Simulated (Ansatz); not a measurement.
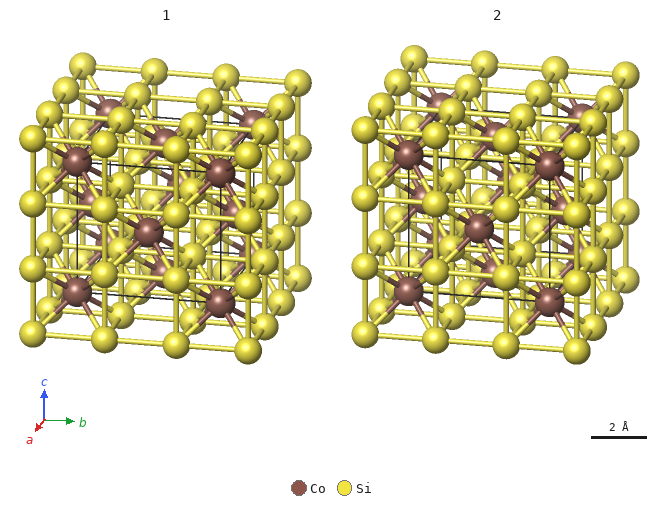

Two geometries of solid CoSi2 (set up in Fm-3m): one is the relaxed structure, the other was perturbed away from it. The picture is a ball-and-stick view of the conventional cell (2 times the calculation's cell), seen from a free direction. Lengths and directions refer to the drawn axes.

All numbers below come from DFT PBEsol, scalar-relativistic, plane waves, PAW in Ansatz. Set-up: plane-wave cutoff 420 eV; k-point mesh 10 × 10 × 8; occupations gaussian; smearing width 0.1 eV; no spin polarisation.

> Which one is perturbed?

Structure 1 is the perturbed one. Uniaxial strain along c, −4.5 %, is applied. The a and b axes and the atoms are relaxed. The volume changes by −1.2 %, with a = b 5.313 → 5.404 Å (+1.7 %), c 5.313 → 5.073 Å (−4.5 %). The atoms keep their places relative to the cell (all moves are under 0.005 Å). Near-neighbour distances before and after: Si–Si 2.656 → 2.537 to 2.702 Å, Co–Si 2.300 → 2.293 Å. The space group (tolerance 0.01 Å) goes from Fm-3m (No. 225) to I4/mmm (No. 139). The energy rises by 14.2 meV per atom. The pressure goes from 0.0 to 2.7 GPa. The principal stresses (compression positive) are 8.1 GPa along c and none across it. Both are metals.
